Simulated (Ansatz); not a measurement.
The cell below is CoSi2 (Fm-3m). Origin of the cell: a calculation's input that goes back to an entry of the Crystallography Open Database (an earlier step may have relaxed or displaced it).

```
Co Si
1.0
     5.35984    0.00000    0.00000
     0.00000    5.35984    0.00000
     0.00000    0.00000    5.35984
Co Si
4 8
Direct
  0.00000 0.00000 0.00000
  0.00000 0.50000 0.50000
  0.50000 0.00000 0.50000
  0.50000 0.50000 0.00000
  0.25000 0.75000 0.75000
  0.25000 0.25000 0.75000
  0.25000 0.25000 0.25000
  0.25000 0.75000 0.25000
  0.75000 0.75000 0.25000
  0.75000 0.25000 0.25000
  0.75000 0.25000 0.75000
  0.75000 0.75000 0.75000
```

Atoms are hard spheres with covalent radii (Cordero): Co 1.26 Å, Si 1.11 Å.

Find the largest hole by geometry, and further ones that a grid search gives (radius above 0.15 Å; smaller ones may be missed, and maxima closer than 0.25 Å are merged).

Answer.
```json
{"hole": "V1", "site": "4b", "x, y, z": "0.000, 0.000, 0.500", "radius (Å)": "1.21", "nearest atoms": "8 Si (then 6 Co)", "shape": "cubic"}
```

Nearest atoms are those whose sphere lies within 0.15 Å of the hole's sphere; in brackets, those within 0.5 Å. The largest sphere that fits anywhere has a diameter of 2.42 Å; the largest that can travel through the crystal, about 0.6 Å.

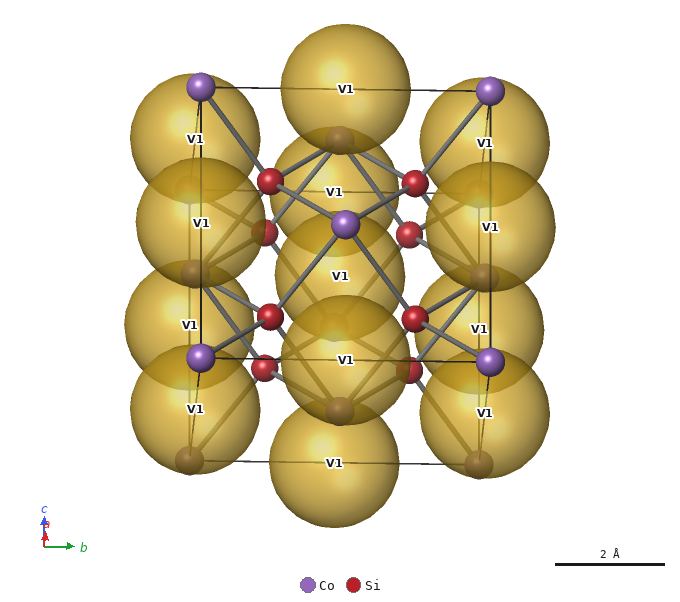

Translucent spheres (V1) fill the 1 hole listed first by a grid search for holes with a radius above 0.15 Å (the largest is sure; smaller ones may be missed, and maxima closer than 0.25 Å are merged) at their true size; atoms are drawn smaller than their model radii. View from a free direction.
